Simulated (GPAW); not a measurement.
## BeS (honeycomb monolayer): G0W0 on several meshes in GPAW

Wanted: mesh dependence and cost of G0W0 for BeS (honeycomb monolayer).

Calculated with GPAW 26.7.0; LDA and many-body steps on it, plane waves.

## 1. The structure

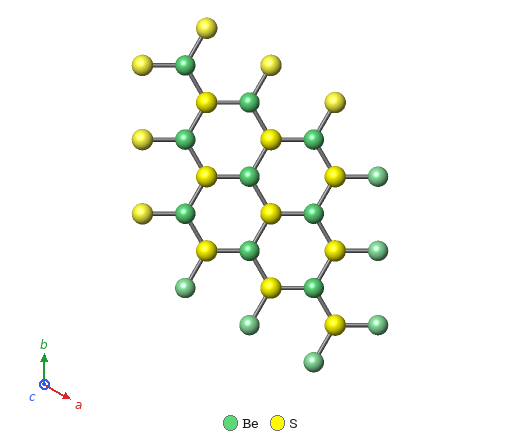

Start, viewed from above; beryllium green, sulfur yellow. 3×3×1 cells are drawn. Some periodic images of atoms are drawn too.

The cell holds 2 atoms: 1 Be and 1 S. Cell: a = 3.418 Å, b = 3.418 Å, c = 11.400 Å, α = 90.0°, β = 90.0°, γ = 120.0°. Vacuum lies along c.

As a file:

```xyz
2
Lattice="3.4179 0.0000 0.0000 -1.7090 2.9600 0.0000 0.0000 0.0000 11.4000" Properties=species:S:1:pos:R:3
Be    0.0000    1.9733    5.6973
S     1.7090    0.9867    5.7027
```

The structure was relaxed with LDA. The runs that relaxed it are not among those shown.

## 2. Empty states on the mesh, 12×12×1 mesh, 271 bands

This step: GPAW 26.7.0; DFT, LDA, plane waves, PAW.

The sums over transitions need many empty states on a uniform mesh; this step solves for them.

The input, run.py:

```python
import json
import numpy as np
from gpaw.mpi import world
from gpaw import GPAW

calc = GPAW('gs.gpw').fixed_density(kpts={'size': (12, 12, 1), 'gamma': True},
    nbands=316,
    convergence={'bands': 271},
    txt='nscf.txt')
calc.write('full.gpw', mode='all')
res = {}
kpts = calc.get_ibz_k_points()
res['kpts'] = kpts
res['eigenvalues'] = [calc.get_eigenvalues(kpt=k) for k in range(len(kpts))]
res['n_electrons'] = calc.get_number_of_electrons()

if world.rank == 0:
    with open('result.json', 'w') as f:
        json.dump(res, f, default=lambda x: x.tolist())
```

Started as:

```console
$ mpirun -n 4 gpaw python run.py
```

Numbers of over 12 decimals in the logs are rounded to 6 here.

The program printed:

```text
Diagonalizing LCAO Hamiltonian
Converting LCAO to pw mode
convergence criteria:
- Maximum integral of absolute [eigenst]ate change: 4e-08 eV^2 / valence electron
maximum number of iterations: 100

SCF iterations
|iter     |     time |      energy | eigst |  dens |
|iter:   1|  |             | +5.21 |       |
|iter:   2|  |             | +4.04 |       |
|iter:   3|  |             | +2.93 |       |
[...]
|iter:  16|  |             | -6.93 |       |
|iter:  17|  |             | -7.26 |       |
|iter:  18|  |             | -7.55c|       |
SCF steps: 18
  __  _  _
 | _ |_)|_||  |
 |__||  | ||/\| - 26.7.0

Input parameters:
  mode=PW(ecut=600.0),
  convergence={'bands': 271},
  gpts=array([20, 20, 70]),
  kpts=MonkhorstPack(size=(12, 12, 1), gamma=True),
  maxiter=100,
  nbands=316,
  occupations=Occupations(name='fermi-dirac', width=0.001, fixmagmom=False),
  parallel={},
  xc=XC(name='LDA')
# Writing to full.gpw (mode='all')
  [... matrices ...]

timing:  # [seconds]
  Total: 0.128  # ━━━━━━━━━━━━━━━━━━━━━━━━━━━━━━━━━━━━━━━━━━━━━━━━━━━━━━━━━━━
```

The job ended after 4.3 min (4 MPI ranks of Arm Neoverse V1, shared host; peak memory 1.4 GiB; 17 min of CPU time).

Numbers from this step:

```yaml
gap: 4.290 eV
k_of_the_valence_top: 0.3333, 0.3333, 0
k_of_the_conduction_bottom: 0.5, 0.5, 0
least_direct_gap: 4.437 eV
k_points_computed: 19
lowest_point_of_the_top_converged_band_above_the_valence_top: 101.6353 eV
```

On this mesh the gap is 4.290 eV.

## 3. 12×12×1

Now the one-shot GW correction: screening in the RPA, then the self-energy of the levels asked for.

This step: G0W0 on LDA, plane waves, PAW.

The input, run.py:

```python
import json
import numpy as np
from gpaw.mpi import world
from gpaw.response.g0w0 import G0W0

gw = G0W0('full.gpw',
    filename='gw',
    kpts=[0, 9, 18],
    bands=(2, 6),
    ecut=60,
    nbands=121,
    truncation='2D',
    integrate_gamma='sphere',
    q0_correction=True,
    frequencies={'type': 'nonlinear', 'domega0': 0.15, 'omega2': 15.0},
    eta=0.1,
    nblocksmax=True)
gw.calculate()
res = {mode: {k: v for k, v in r.items() if k != 'sigma_eskwn'}
       for mode, r in gw.all_results.items()}

if world.rank == 0:
    with open('result.json', 'w') as f:
        json.dump(res, f, default=lambda x: x.tolist())
```

Started as:

```console
$ mpirun -n 4 gpaw python run.py
```

The program printed:

```text
Using integrator: PointIntegrator
NonLinearFrequencyDescriptor(from 0.000 to 75.270 eV, 164 points)
Nonperiodic BCs:  [False False  True]
Using integrator: PointIntegrator
NonLinearFrequencyDescriptor(from 0.000 to 75.270 eV, 164 points)
Nonperiodic BCs:  [False False  True]
Applying analytical 2D correction to W:
    Evaluating Gamma point contribution to W on a 11x11x1 grid
  ___  _ _ _
 |   || | | |
 | | || | | |
 |__ ||_____|
 |___|

BZ k-points: Symmetries present (total): 6

  [... matrices ...]
144 k-points: 12 x 12 x 1 Monkhorst-Pack grid + [1/24,1/24,0.000000]
19 k-points in the irreducible part of the Brillouin zone
       k-points in crystal coordinates                weights
   0:    -0.00000000   -0.00000000    0.00000000          1/144
   1:     0.08333333   -0.00000000    0.00000000          6/144
   2:     0.16666667   -0.08333333    0.00000000          6/144
   3:     0.16666667   -0.00000000    0.00000000          6/144
   4:     0.25000000   -0.08333333    0.00000000         12/144
   5:     0.25000000   -0.00000000    0.00000000          6/144
   6:     0.33333333   -0.16666667    0.00000000          6/144
   7:     0.33333333   -0.08333333    0.00000000         12/144
   8:     0.33333333   -0.00000000    0.00000000          6/144
   9:     0.33333333    0.33333333    0.00000000          2/144
          ...
  18:     0.50000000    0.50000000    0.00000000          3/144

Distributing spins, k-points and bands (1 x 3 x 4) over 1 process
Number of blocks: 4

Quasi particle states:
k-points (IBZ indices): [0, 9, 18]
Band range: (2, 6)
  [... matrices ...]
Computational parameters:
Plane wave cut-off: 60 eV
Number of bands: 121
Coulomb cutoff: 2D
Broadening: 0.1 eV

fxc modes: GW
Kernel: RPA
Using full-frequency real axis integration
Summing all q:

Calculating screened Coulomb potential
2D Coulomb truncation
NonLinearFrequencyDescriptor(from 0.000 to 75.270 eV, 164 points)
Removing empty qpoint cache files...

Calculating chi0 body with:
    Ground state adapter containing:
    Number of spins: 1
    Number of kpoints: 144
    Number of irreducible kpoints: 19
    Number of completely occupied states: 4
    Number of partially occupied states: 4
    Occupied states memory: 1.708984375 M / cpu

    Linear response parametrization:
    q_c: [-2.0816681711721685e-17, -2.0816681711721685e-17, 0.0]
    Number of frequency points: 164
    Planewave cutoff: 60.0
    Number of bands: 121
    Number of planewaves: 123
    Broadening (eta): 0.1
    comm.size: 4
    kncomm.size: 1
    blockcomm.size: 4

    Memory estimate of potentially large arrays:
        chi0_wGG: 9.464859 M / cpu
Integrating chi0 body.

Symmetries of q_c:
    Direct symmetries (Uq -> q): 6
    Indirect symmetries (TUq -> q): 6
In total 12 allowed symmetries.

  [... matrices ...]
19 groups of equivalent kpoints. 86.805556% reduction.

Integral kind: spectral function
Integrating chi0 head and wings.

Symmetries of q_c:
    Direct symmetries (Uq -> q): 6
    Indirect symmetries (TUq -> q): 6
In total 12 allowed symmetries.

  [... matrices ...]
19 groups of equivalent kpoints. 86.805556% reduction.

Integral kind: spectral function wings

Calculating chi0 body with:
    Ground state adapter containing:
    Number of spins: 1
    Number of kpoints: 144
    Number of irreducible kpoints: 19
    Number of completely occupied states: 4
    Number of partially occupied states: 4
[... the further q-points ...]

Results:
f:      Occupation numbers
eps:     KS-eigenvalues [eV]
vxc:     KS vxc [eV]
exx:     Exact exchange [eV]
sigma:   Self-energies [eV]
dsigma:  Self-energy derivatives
Z:       Renormalization factors
qp:      QP-energies [eV]

k-point 0 (0): (-0.000, -0.000, 0.000)                GW
band       f     eps     vxc     exx   sigma  dsigma       Z      qp
                                                                   GW
   2   1.000  -4.523 -15.789 -18.742   1.550  -0.258   0.795  -5.639
   3   1.000  -4.523 -15.789 -18.742   1.550  -0.258   0.795  -5.639
   4   0.000   0.946  -5.631  -2.574  -1.973  -0.149   0.870   1.889
   5   0.000   2.517 -11.902  -6.302  -3.101  -0.242   0.805   4.528

k-point 1 (9): (0.333, 0.333, 0.000)                GW
band       f     eps     vxc     exx   sigma  dsigma       Z      qp
                                                                   GW
   2   1.000  -7.713 -14.027 -18.535   2.444  -0.330   0.752  -9.264
   3   1.000  -3.996 -14.381 -17.422   1.419  -0.272   0.786  -5.271
[...]
k-point 2 (18): (0.500, 0.500, 0.000)                GW
band       f     eps     vxc     exx   sigma  dsigma       Z      qp
                                                                   GW
[...]
3   1.000  -4.321 -13.883 -17.029   1.468  -0.275   0.784  -5.637
   4   0.000   0.294  -8.637  -4.121  -2.746  -0.219   0.821   1.747
   5   0.000   1.424 -11.273  -6.255  -2.968  -0.226   0.816   3.096
```

It took 3.7 min on 4 MPI ranks; peak memory 1.7 GiB.

This step gave:

- G0W0 gap on the points computed: 7.018 eV
- least direct G0W0 gap on the computed points: 7.200 eV
- Z at the valence top: 0.7862
- Z at the conduction bottom: 0.8206
- starting gap on the mesh: 4.290 eV
- k of the valence top: 0.3333, 0.3333, 0
- k of the conduction bottom: 0.5, 0.5, 0

The gap on the mesh goes from 4.29 eV to 7.02 eV, a correction of +2.73 eV.

## 4. Empty states on the mesh, 9×9×1 mesh, 131 bands

This step: DFT, LDA, plane waves, PAW.

The input, run.py:

```python
import json
import numpy as np
from gpaw.mpi import world
from gpaw import GPAW

calc = GPAW('gs.gpw').fixed_density(kpts={'size': (9, 9, 1), 'gamma': True},
    nbands=152,
    convergence={'bands': 131},
    txt='nscf.txt')
calc.write('full.gpw', mode='all')
res = {}
kpts = calc.get_ibz_k_points()
res['kpts'] = kpts
res['eigenvalues'] = [calc.get_eigenvalues(kpt=k) for k in range(len(kpts))]
res['n_electrons'] = calc.get_number_of_electrons()

if world.rank == 0:
    with open('result.json', 'w') as f:
        json.dump(res, f, default=lambda x: x.tolist())
```

Started as:

```console
$ mpirun -n 4 gpaw python run.py
```

The program printed:

```text
Diagonalizing LCAO Hamiltonian
Converting LCAO to pw mode
convergence criteria:
- Maximum integral of absolute [eigenst]ate change: 4e-08 eV^2 / valence electron
maximum number of iterations: 100

SCF iterations
|iter     |     time |      energy | eigst |  dens |
|iter:   1|  |             | +4.81 |       |
|iter:   2|  |             | +3.56 |       |
|iter:   3|  |             | +2.46 |       |
[...]
|iter:  15|  |             | -6.93 |       |
|iter:  16|  |             | -7.31 |       |
|iter:  17|  |             | -7.58c|       |
SCF steps: 17
  __  _  _
 | _ |_)|_||  |
 |__||  | ||/\| - 26.7.0

Input parameters:
  mode=PW(ecut=600.0),
  convergence={'bands': 131},
  gpts=array([20, 20, 70]),
  kpts=MonkhorstPack(size=(9, 9, 1), gamma=True),
  maxiter=100,
  nbands=152,
  occupations=Occupations(name='fermi-dirac', width=0.001, fixmagmom=False),
  parallel={},
  xc=XC(name='LDA')
# Writing to full.gpw (mode='all')
  [... matrices ...]

timing:  # [seconds]
  Total: 0.061  # ━━━━━━━━━━━━━━━━━━━━━━━━━━━━━━━━━━━━━━━━━━━━━━━━━━━━━━━━━━━
```

Wall time 55 s (4 MPI ranks); peak memory 0.94 GiB.

Numbers from this step:

```yaml
gap: 4.341 eV
k_of_the_valence_top: 0.3333, 0.3333, 0
k_of_the_conduction_bottom: 0.4444, 0.4444, 0
least_direct_gap: 4.437 eV
k_points_computed: 12
lowest_point_of_the_top_converged_band_above_the_valence_top: 62.1720 eV
```

On this mesh the gap is 4.341 eV.

## 5. 9×9×1

This step: G0W0 on LDA, plane waves, PAW.

The input, run.py:

```python
import json
import numpy as np
from gpaw.mpi import world
from gpaw.response.g0w0 import G0W0

gw = G0W0('full.gpw',
    filename='gw',
    kpts=[0, 6, 11],
    bands=(2, 6),
    ecut=60,
    nbands=121,
    truncation='2D',
    integrate_gamma='sphere',
    q0_correction=True,
    frequencies={'type': 'nonlinear', 'domega0': 0.15, 'omega2': 15.0},
    eta=0.1,
    nblocksmax=True)
gw.calculate()
res = {mode: {k: v for k, v in r.items() if k != 'sigma_eskwn'}
       for mode, r in gw.all_results.items()}

if world.rank == 0:
    with open('result.json', 'w') as f:
        json.dump(res, f, default=lambda x: x.tolist())
```

Started as:

```console
$ mpirun -n 4 gpaw python run.py
```

The program printed:

```text
Using integrator: PointIntegrator
NonLinearFrequencyDescriptor(from 0.000 to 75.270 eV, 164 points)
Nonperiodic BCs:  [False False  True]
Using integrator: PointIntegrator
NonLinearFrequencyDescriptor(from 0.000 to 75.270 eV, 164 points)
Nonperiodic BCs:  [False False  True]
Applying analytical 2D correction to W:
    Evaluating Gamma point contribution to W on a 15x15x1 grid
  ___  _ _ _
 |   || | | |
 | | || | | |
 |__ ||_____|
 |___|

BZ k-points: Symmetries present (total): 6

  [... matrices ...]
81 k-points: 9 x 9 x 1 Monkhorst-Pack grid
12 k-points in the irreducible part of the Brillouin zone
       k-points in crystal coordinates                weights
   0:     0.00000000    0.00000000    0.00000000          1/81
   1:     0.11111111    0.00000000    0.00000000          6/81
   2:     0.22222222   -0.11111111    0.00000000          6/81
[...]
9:     0.44444444    0.00000000    0.00000000          6/81
          ...
  11:     0.44444444    0.44444444    0.00000000          6/81

Distributing spins, k-points and bands (1 x 3 x 4) over 1 process
Number of blocks: 4

Quasi particle states:
k-points (IBZ indices): [0, 6, 11]
Band range: (2, 6)
  [... matrices ...]
Computational parameters:
Plane wave cut-off: 60 eV
Number of bands: 121
Coulomb cutoff: 2D
Broadening: 0.1 eV

fxc modes: GW
Kernel: RPA
Using full-frequency real axis integration
Summing all q:

Calculating screened Coulomb potential
2D Coulomb truncation
NonLinearFrequencyDescriptor(from 0.000 to 75.270 eV, 164 points)
Removing empty qpoint cache files...

Calculating chi0 body with:
    Ground state adapter containing:
    Number of spins: 1
    Number of kpoints: 81
    Number of irreducible kpoints: 12
    Number of completely occupied states: 4
[...]
Memory estimate of potentially large arrays:
        chi0_wGG: 9.464859 M / cpu
Integrating chi0 body.

Symmetries of q_c:
    Direct symmetries (Uq -> q): 6
    Indirect symmetries (TUq -> q): 6
In total 12 allowed symmetries.

  [... matrices ...]
12 groups of equivalent kpoints. 85.185185% reduction.

Integral kind: spectral function
Integrating chi0 head and wings.

Symmetries of q_c:
    Direct symmetries (Uq -> q): 6
    Indirect symmetries (TUq -> q): 6
In total 12 allowed symmetries.

  [... matrices ...]
12 groups of equivalent kpoints. 85.185185% reduction.

Integral kind: spectral function wings

Calculating chi0 body with:
    Ground state adapter containing:
    Number of spins: 1
    Number of kpoints: 81
    Number of irreducible kpoints: 12
    Number of completely occupied states: 4
    Number of partially occupied states: 4
    Occupied states memory: 1.708984375 M / cpu

[... the further q-points ...]

Results:
f:      Occupation numbers
eps:     KS-eigenvalues [eV]
vxc:     KS vxc [eV]
exx:     Exact exchange [eV]
sigma:   Self-energies [eV]
dsigma:  Self-energy derivatives
Z:       Renormalization factors
qp:      QP-energies [eV]

k-point 0 (0): (0.000, 0.000, 0.000)                GW
band       f     eps     vxc     exx   sigma  dsigma       Z      qp
                                                                   GW
   2   1.000  -4.523 -15.789 -18.743   1.536  -0.252   0.799  -5.655
   3   1.000  -4.523 -15.789 -18.743   1.536  -0.252   0.799  -5.655
   4   0.000   0.946  -5.631  -2.574  -1.974  -0.149   0.870   1.889
[...]
k-point 1 (6): (0.333, 0.333, 0.000)                GW
band       f     eps     vxc     exx   sigma  dsigma       Z      qp
                                                                   GW
[...]
k-point 2 (11): (0.444, 0.444, 0.000)                GW
band       f     eps     vxc     exx   sigma  dsigma       Z      qp
                                                                   GW
[...]
4   0.000   0.345  -8.684  -4.111  -2.774  -0.223   0.818   1.816
   5   0.000   2.124 -11.530  -6.331  -3.057  -0.235   0.810   3.859
```

Wall time 90 s (4 MPI ranks); peak memory 1.5 GiB; 6 min of CPU time.

Numbers from this step:

```
G0W0 gap on the points computed              : 7.112 eV
least direct G0W0 gap on the computed points : 7.244 eV
Z at the valence top                         : 0.7928
Z at the conduction bottom                   : 0.8179
starting gap on the mesh                     : 4.341 eV
k of the valence top                         : 0.3333, 0.3333, 0
k of the conduction bottom                   : 0.4444, 0.4444, 0
```

Against G0W0 in GPAW (12×12×1 mesh, 121 bands, screening to 60 eV, full frequency, Hilbert transform), the gap moves by +0.094 eV.

## 6. The runs together

Times are wall times on 4 MPI ranks of Arm Neoverse V1, shared host, good to a factor of about two.

```csv
run,mesh,bands,screening cutoff (eV),DFT gap (eV),gap on the mesh (eV),direct (eV),time
12×12×1,12×12×1,121,60,4.290,7.018,7.200,3.7 min
9×9×1,9×9×1,121,60,4.341,7.112,7.244,90 s
```

## 7. Outcome

- 12×12×1: 7.018 eV
- 9×9×1: 7.112 eV
- known limits: not at the basis limit

What this shows: 9×9×1: +0.094 eV against 12×12×1, +0.051 eV of it in the start. Bands and cutoff are finite, so the gap is not at the basis limit. The miss can reach some tenths of an eV and take either sign; the mesh is an error of its own. These stock PAW sets were not made for GW. In the G0W0 runs levels were corrected at 3 k points alone, so a gap called «on the mesh» is the least over those, and an edge elsewhere would be missed.

[Paths, hosts, dates, memory and timing lines, banners, echoed tables and standing remarks are left out of the program output.]

[Logs are printed without paths, hosts, clocks, repeated set-up lines and the standing remarks that a program may print on its own settings, such as how far it seeks lower states.]

[Runs of the session that timed out or met a known fault of the program may be left out.]

[Hosts, paths, dates, database ids (printed as entryN), source tags and the programs' standing remarks are cut or masked in the printed files.]
